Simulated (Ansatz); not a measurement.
PbTe: band-structure calculation

- system: PbTe (2 atoms in the cell)
- method: DFT, PBE, plane waves, PAW, no spin polarisation (Ansatz 0.2.0)

The structure derives from an entry of the Crystallography Open Database. The geometry comes from this level: r2SCAN (a point of a series of strains).

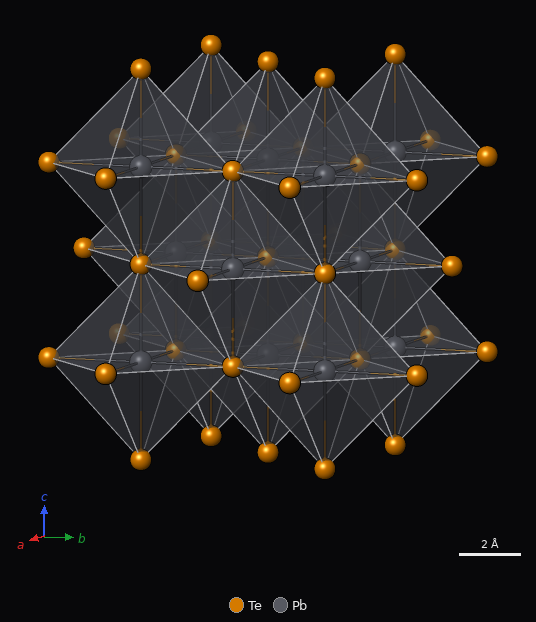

The input geometry (polyhedral view of the cell 4 times as large as that of the calculation, set on its symmetry axes, seen slightly off an axis; polyhedra are completed across the faces of the cell).

### Summary

- outcome: converged
- space group (tolerance 0.01 Å): Fm-3m (225)
- electrons treated: 30
- free energy: −18887.1840 eV
- Fermi energy: 8.565 eV
- gap on the k-point mesh: 0.80 eV
- pressure: 0.62 GPa
- largest force (length of the vector): under 0.001 eV/Å
- hardware: 4 threads of Arm Neoverse N1, 98 GiB of memory available, shared host
- wall time: 2.2 s (CPU time 6.7 s)
- peak memory: 0.37 GiB

### Remarks

Spin–orbit coupling is left out, which matters for Pb.

### Input file
```yaml
crystal:
  lattice:
    - [0.0, 3.2678555508, 3.2678555508]
    - [3.2678555508, 0.0, 3.2678555508]
    - [3.2678555508, 3.2678555508, 0.0]
  atoms:
    - { symbol: Te, position: [0.5, 0.5, 0.5] }
    - { symbol: Pb, position: [0.0, 0.0, 0.0] }
kpoints:
  mp_grid: { grid: [8, 8, 8] }
  band_path:
    path:
      - [0.0, 0.0, 0.0]
      - [0.5, 0.0, 0.5]
      - [0.625, 0.25, 0.625]
      - [0.375, 0.375, 0.75]
      - [0.5, 0.5, 0.5]
      - [0.5, 0.25, 0.75]
      - [0.0, 0.0, 0.5]
    npoints: 1
hamiltonian:
  xc: pbe
scf:
  occupations: { method: fermi_dirac, width: 0.02 }
  n_extra_bands: 4
output:
  forces: true
  stress: true
  eigenvalues: true
  write_density: true
  write_potential: true
  elf: true
  volumetric_format: npy
```

Launched with:
```bash
ansatz run input.yaml --threads 4 --pin off --max-ram 4608MiB --backend cpu --events-out ev --progress --plain --runs-dir out
```

### Output
```
scf.n_extra_bands = 4 over 15 filled bands (N_el = 30.0): the run solves 19 bands
Engine: ansatz 0.2.0, aarch64-unknown-linux-gnu
Pseudopotentials: kind: paw
Pseudopotential: Te, paw, valence charge 16, recommended cutoff 420 eV (normal), Te.paw.azcp
Pseudopotential: Pb, paw, valence charge 14, recommended cutoff 420 eV (normal), Pb.paw.azcp
Functional definition: PBE
  parameter kappa = 0.804
  parameter beta = 0.06672455060314922
  exchange = pbe_x(kappa = kappa, mu = beta*pi^2/3)
  correlation = pbe_c(beta = beta)
Crystal: 2 atoms, lattice volume = 69.794 Å³
Basis set: ecut = 420 eV, 1363 PW (Γ), exchange–correlation on 64×64×64 points (8 copies of the dense FFT grid, shifted against one another)
Bands: 19, of which v1, the nominal top of the filled ones, is band 15 counted from 1 (14 counted from 0)
Symmetry: 48 space group operations
Space group: Fm-3m (ITA 225), of the structure as read, at distance tolerance 4.1e-5 Å
k-points: 29 of 512
Non-local potential: Te, projectors of the file, l = 0: 2, l = 1: 2, l = 2: 2, l = 3: 2
Non-local potential: Pb, projectors of the file, l = 0: 2, l = 1: 2, l = 2: 2, l = 3: 2
PAW form: soft (Blöchl's): semilocal exchange-correlation on the pseudo side does not see the compensation charge
PAW one-centre angular grid: Te, 590 points (default); XC on 64 Gauss nodes
PAW one-centre angular grid: Pb, 590 points (default); XC on 64 Gauss nodes
Initial density: superposition of atomic densities (neutral atoms: chi_scale 0, normalization atom), corrected by the library's trained network
Initial wavefunctions: pseudopotential atomic-orbital guess
Functional: x = pbe(κ = 0.804, μ = 0.2195149727645171), c = pbe(β = 0.06672455060314922)
SCF iter   1: F=—  HF=-18887.185749 eV  |F-HF|=—  |Δ(HF+E_count)|=         —  Δρ=5.08e-4  dr2=2.05e-4  ethr=1.77e-3  ⟨swp⟩=6.8  Hψ=2914  notcnv=0
preconditioner: auto → none  [insulator: Δε(μ)=0.797 eV  Ē_g=14.631 eV  σ=0.020 eV  W_gap=1.00  n_scr=14 (ndim 8)  ℏωp=19.9 eV  f_vac=0.017  D(μ)=0.00/eV (n_scr^D=0)  ε∞_Penn≈2.8]
SCF iter   2: F=—  HF=-18887.183995 eV  |F-HF|=—  |Δ(HF+E_count)|=   1.75e-3  Δρ=3.67e-4  dr2=8.40e-5  ethr=6.83e-7  ⟨swp⟩=3.0  Hψ=1541  notcnv=0
SCF iter   3: F=—  HF=-18887.183993 eV  |F-HF|=—  |Δ(HF+E_count)|=   1.69e-6  Δρ=1.77e-4  dr2=1.39e-5  ethr=2.80e-7  ⟨swp⟩=2.0  Hψ=793  notcnv=0
SCF iter   4: F=—  HF=-18887.184021 eV  |F-HF|=—  |Δ(HF+E_count)|=   2.79e-5  Δρ=6.71e-5  dr2=3.52e-6  ethr=4.63e-8  ⟨swp⟩=2.0  Hψ=986  notcnv=0
SCF iter   5: F=—  HF=-18887.184019 eV  |F-HF|=—  |Δ(HF+E_count)|=   1.99e-6  Δρ=2.93e-5  dr2=6.66e-7  ethr=1.17e-8  ⟨swp⟩=2.0  Hψ=985  notcnv=0
SCF iter   6: F=-18887.184019 eV  HF=-18887.184019 eV  |F-HF|=6.30e-8  |Δ(HF+E_count)|=   1.07e-7  Δρ=8.25e-6  dr2=5.19e-8  ethr=3.33e-10  ⟨swp⟩=7.9  Hψ=4164  notcnv=0
SCF 1 converged in 6 iterations: F = -18887.184019 eV  dr2 = 5.19e-8
  greatest PAW one-centre occupation: 0.998 electrons in one spin orbital (limit 2), on the Te atom at site 0 (counted from 0), in its partial waves of l = 2
```

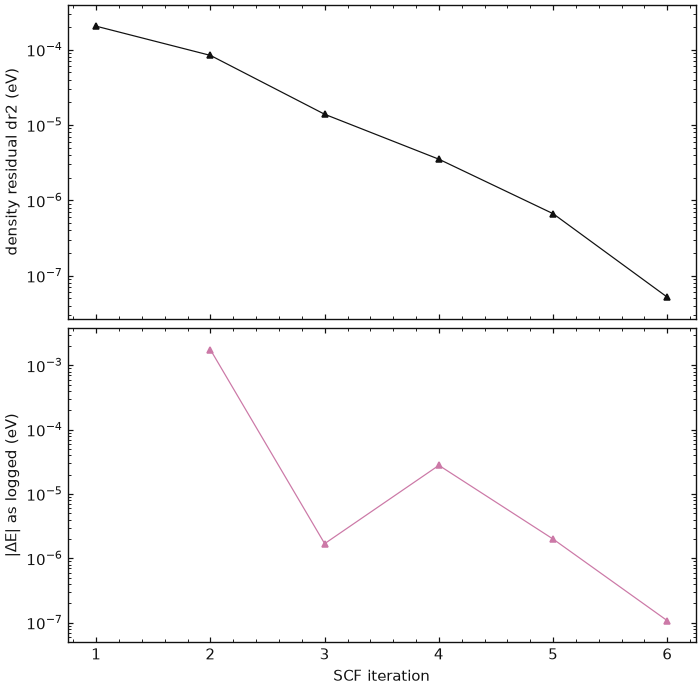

Convergence of the self-consistent field: density residual dr2 and size of the energy change against the SCF iteration. The residual falls at every step.

```
NSCF: frozen V_eff on 7 k-points
SCF converged after 6 iterations
Free energy (F): -18887.184019 eV
Harris-Foulkes:  -18887.184019 eV  (|F-HF|=6.30e-8)
Internal energy: -18887.184019 eV  (E = F + TS)
E sigma→0 (E₀):  -18887.184019 eV
Fermi energy:    8.564546 eV
--- Per-component energies (eV) ---
  E_band       = -329.304390
  E_kinetic    = 467.439913
  E_local      = -2436.320422  (includes V_loc(G=0)·N_el)
  E_nonlocal   = 39.761688
  E_hartree    = 1274.290471
  E_xc         = -345.148168
  E_vxc        = -236.542404  (∫ρ·V_xc dr)
  E_paw        = -15066.464005  (= ΣΔE_a)
  E_vpaw       = -712.209654  (= ΣTr[D̂ρ^β])
  E_aug_tail   = -0.000144  (compensation charges beyond the density's cutoff)
  E_ewald      = -2820.743352
  E_smearing   = -0.000000  (= −TS)
  E_closure    = 0.000000  (closes the sum)
  Σ components = -18887.184019   (vs F -18887.184019, Δ=0.00e0)
--- Forces (eV/Å), atoms counted from 1 ---
  atom   1  Te     0.00000000    -0.00000000     0.00000000
  atom   2  Pb    -0.00000000     0.00000000    -0.00000000
  max |Σ_I F_I| component: 3.73e-29 eV/Å
--- Stress (GPa, compression-positive) ---
        0.617871      -0.000000       0.000000
       -0.000000       0.617871      -0.000000
        0.000000       0.000000       0.617871
  P = ⅓ Tr σ = 0.6179 GPa (6.179 kbar)
--- Band table (eV; the first three rows and the last of 29) ---
  k-point 0: bands = ["-27.8667", "-27.8667", "-27.8621", "-27.8621", "-27.8621", "-8.5104", "-8.5104", "-8.5044", "-8.5044", "-8.5044", "-3.5771", "2.4936", "6.9451", "6.9451", "6.9451", "12.2050", "12.2050", "12.2050", "14.0619"]
  k-point 1: bands = ["-27.8667", "-27.8667", "-27.8620", "-27.8620", "-27.8620", "-8.5121", "-8.5121", "-8.5040", "-8.5025", "-8.5025", "-3.4498", "2.1049", "6.9833", "6.9833", "7.1536", "11.4574", "11.6413", "11.6413", "13.9031"]
  k-point 2: bands = ["-27.8667", "-27.8667", "-27.8620", "-27.8619", "-27.8619", "-8.5169", "-8.5169", "-8.5032", "-8.4972", "-8.4972", "-3.0848", "1.2128", "7.1014", "7.1014", "7.5548", "10.3088", "10.6552", "10.6552", "14.1956"]
  k-point 28: bands = ["-27.8668", "-27.8665", "-27.8618", "-27.8618", "-27.8614", "-8.5473", "-8.5121", "-8.4979", "-8.4979", "-8.4821", "-1.8727", "0.3144", "4.6168", "4.6168", "7.8593", "9.8738", "13.3796", "13.3796", "14.9457"]
```

### File bands.tsv
```
# k_distance	band_0	band_1	band_2	band_3	band_4	band_5	band_6	band_7	band_8	band_9	band_10	band_11	band_12	band_13	band_14	band_15	band_16	band_17	band_18
# fermi_ev = 8.564546
# lock_threshold_ev = 1e-6
# [0, 0, 0] at k_distance = 0.000000
# [0.5, 0, 0.5] at k_distance = 0.961362
# [0.625, 0.25, 0.625] at k_distance = 1.301255
# [0.375, 0.375, 0.75] at k_distance = 1.889967
# [0.5, 0.5, 0.5] at k_distance = 2.478678
# [0.5, 0.25, 0.75] at k_distance = 3.158464
# [0, 0, 0.5] at k_distance = 3.838250
# levels_relative_to = fermi_ev
# free_energy_ev = -18887.184019
# largest_residual_norms_ev = 6.742e-4 8.364e-4 6.679e-4 6.597e-4 7.917e-4 9.154e-4 1.096e-3 1.194e-3 1.061e-3 1.369e-3 1.702e-3 1.248e-3 1.203e-3 1.853e-3 1.755e-3 2.672e-3 1.235e-3 1.816e-3 1.678e-3
0.000000	-36.431283	-36.431283	-36.426626	-36.426626	-36.426626	-17.074948	-17.074948	-17.068925	-17.068925	-17.068925	-12.141632	-6.070914	-1.619415	-1.619415	-1.619415	3.640440	3.640440	3.640440	5.497309
0.961362	-36.431525	-36.430968	-36.426804	-36.425908	-36.425908	-17.127238	-17.077271	-17.065341	-17.046642	-17.046642	-10.582484	-7.627940	-4.632574	-3.005766	-3.005766	3.045452	4.952232	4.952232	6.111455
1.301255	-36.431397	-36.431014	-36.426571	-36.426064	-36.426003	-17.113964	-17.074013	-17.069492	-17.052659	-17.049728	-10.495577	-8.229170	-4.265499	-2.524741	-2.343977	3.148527	3.343439	4.789406	5.422902
1.889967	-36.431397	-36.431014	-36.426571	-36.426064	-36.426003	-17.113964	-17.074013	-17.069492	-17.052659	-17.049728	-10.495577	-8.229170	-4.265499	-2.524741	-2.343977	3.148527	3.343439	4.789406	5.422902
2.478678	-36.431156	-36.431156	-36.426414	-36.426238	-36.426238	-17.088468	-17.088468	-17.066766	-17.053907	-17.053907	-10.799323	-8.801023	-1.184429	-1.184429	-0.399865	0.399731	0.956673	0.956673	7.946686
3.158464	-36.431382	-36.431034	-36.426359	-36.426359	-36.425922	-17.111803	-17.076689	-17.062466	-17.062466	-17.046659	-10.437262	-8.250110	-3.947768	-3.947767	-0.705209	1.309272	4.815023	4.815023	6.381190
3.838250	-36.431156	-36.431156	-36.426414	-36.426238	-36.426238	-17.088468	-17.088468	-17.066766	-17.053907	-17.053907	-10.799323	-8.801023	-1.184429	-1.184429	-0.399865	0.399731	0.956673	0.956673	7.946686
```

### File rho_z.tsv
```
# z_ang	rho[e/angstrom^3]
# format = ansatz-planar-average/11
# lattice	0.000000000	3.267855551	3.267855551
# lattice	3.267855551	0.000000000	3.267855551
# lattice	3.267855551	3.267855551	0.000000000
# sites	2
# site	52	3.267855551	3.267855551	3.267855551
# site	82	0.000000000	0.000000000	0.000000000
0.000000	6.306462e-1
0.144420	6.082129e-1
0.288840	5.479895e-1
0.433261	4.664772e-1
0.577681	3.813777e-1
0.722101	3.064166e-1
0.866521	2.499149e-1
1.010941	2.153318e-1
1.155361	2.010043e-1
1.299782	2.043032e-1
1.444202	2.313205e-1
1.588622	2.960731e-1
1.733042	4.052220e-1
1.877462	5.462741e-1
2.021882	6.889728e-1
2.166303	7.955985e-1
2.310723	8.351248e-1
2.455143	7.955985e-1
2.599563	6.889728e-1
2.743983	5.462741e-1
2.888404	4.052220e-1
3.032824	2.960731e-1
3.177244	2.313205e-1
3.321664	2.043032e-1
3.466084	2.010043e-1
3.610504	2.153318e-1
3.754925	2.499149e-1
3.899345	3.064166e-1
4.043765	3.813777e-1
4.188185	4.664772e-1
4.332605	5.479895e-1
4.477025	6.082129e-1
```

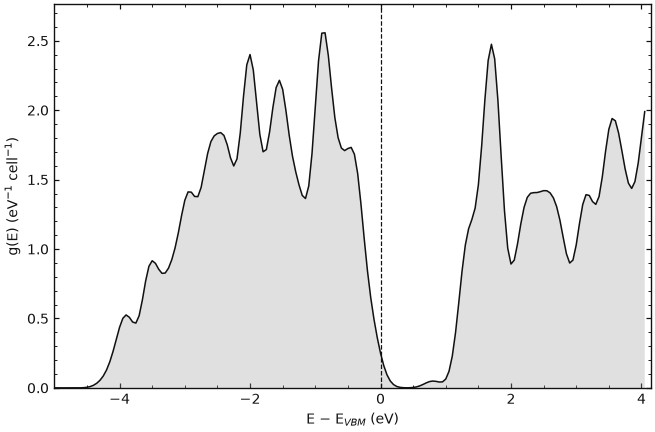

Density of states (the curve is built from the levels of the k mesh with Gaussians 0.3 eV wide, which also blur the band edges), with energies from the valence-band top. There is a gap of 0.80 eV on the k-point mesh. Small ripples come from the finite k-point mesh.

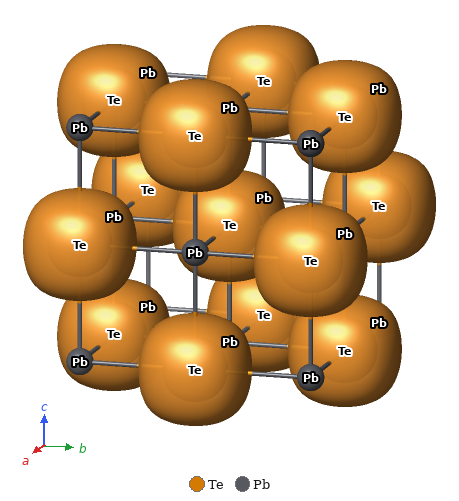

Isosurface of the ELF at 0.5 (orange), seen slightly off an axis. Only the valence region is drawn (cores and ρ < 0.01 e/Å³ removed). Sticks mark near contacts. The outline is the cell set on symmetry axes. Along the contacts the grid gives the following. Te–Pb (3.27 Å): the ELF peaks at about 0.65 in the valence shell of Te, 1.3 Å from its nucleus, and drops to about 0.25 between the two atoms. In a PAW calculation such maps are meaningful between the atoms, not at the nuclei.

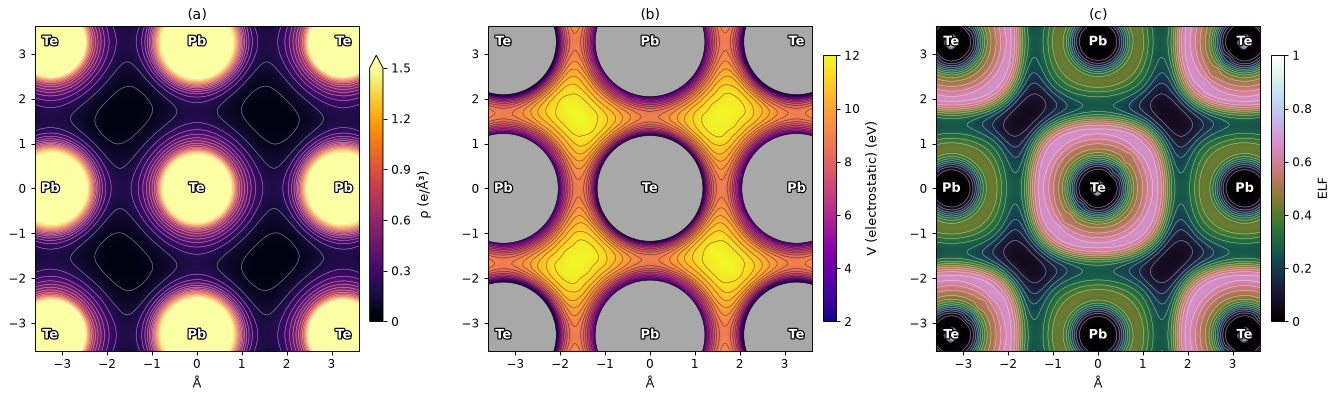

(a) valence electron density; (b) electrostatic potential energy of an electron; (c) ELF on the (010) plane of the conventional cell. Grey discs, where drawn, cover atomic cores. Atoms in the plane: Te and Pb. Te–Pb (3.27 Å): the density is about 0.19 e/Å³ at the midpoint; the ELF peaks at about 0.65 in the valence shell of Te, 1.3 Å from its nucleus, and drops to about 0.25 between the two atoms. Away from the nuclei the density in this plane falls to 0.04 e/Å³ at its lowest. Outside the cores the potential energy rises away from the atoms and is highest about 2.3 Å from the nearest atoms; outside the discs it spans about 9 eV, and its zero is arbitrary.
